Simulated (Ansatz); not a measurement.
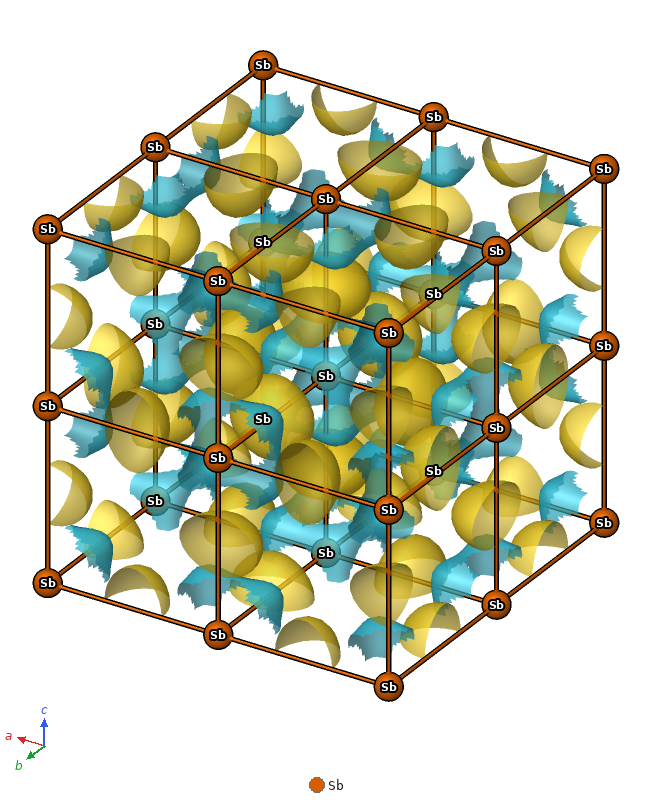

Figure. Sb. Density of the crystal less the sum of free-atom densities: yellow surfaces at +0.015 and cyan ones at −0.015 e/Å³, in the conventional cell, repeated, seen at an oblique angle (the regions close to the nuclei are left out). Cores are masked to 0.9 Å (Sb).

Space group Pm-3m; the calculation finds a residual pressure of about −3 GPa at this fixed cell.

Computed with DFT PBE, scalar-relativistic, plane waves, PAW (Ansatz).

Core electrons are frozen (PAW), so the fields are smoothed inside the atomic spheres.

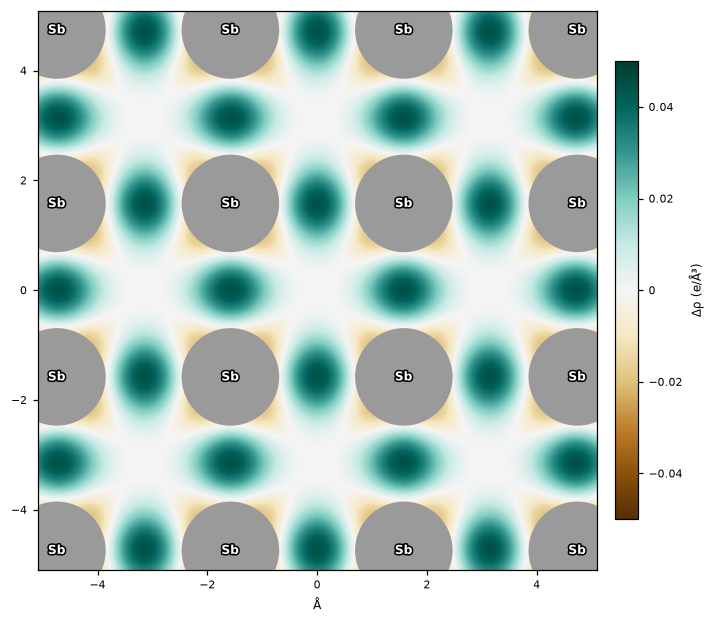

Second picture: a map on the (010) plane of the conventional cell, with grey discs over the atomic cores.

> Describe the bonding charge.

Sb–Sb (3.16 Å): Δρ is +0.05 e/Å³ at the midpoint.
Over the whole cell, outside the masked cores, the largest gain, 0.05 e/Å³, lies 1.6 Å from an antimony nucleus, and the largest loss lies at the edge of the masked core of Sb.
The rearranged charge, half the integral of |Δρ|, is about 0.13 e an atom.

> Metal or insulator at this level?

It is metallic at this level of theory.
